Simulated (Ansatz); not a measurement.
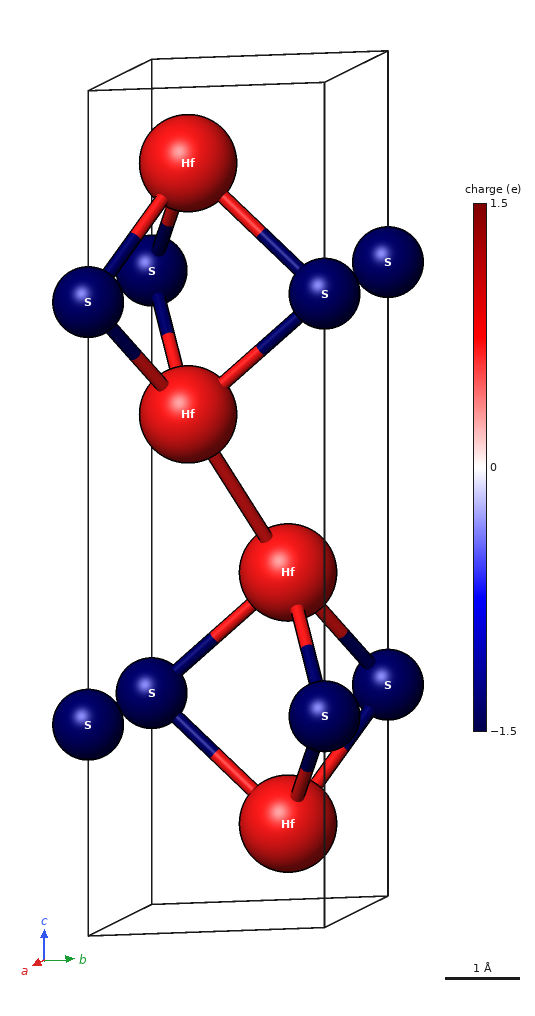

Structure drawing (ball-and-stick), viewed slightly off an axis. Thin lines show the simulation cell, with boundary atoms drawn in all their periodic places. The atoms of this Hf$_{2}$S cell are coloured by their Bader charge.

Method used: DFT PBEsol, scalar-relativistic, plane waves, PAW in Ansatz. It ran with E_cut = 420 eV, a 12×12×4 k-point mesh, Gaussian smearing of 0.1 eV, no spin polarisation.

**Which elements give up electrons and which take them?**

Most positive: Hf; most negative: S. Charges: about Hf +0.7 e; S -1.4 e.

The cell started as a structure listed in the Materials Project. Earlier steps of the study may have refined or changed the cell and positions. It went into a calculation with Ansatz.
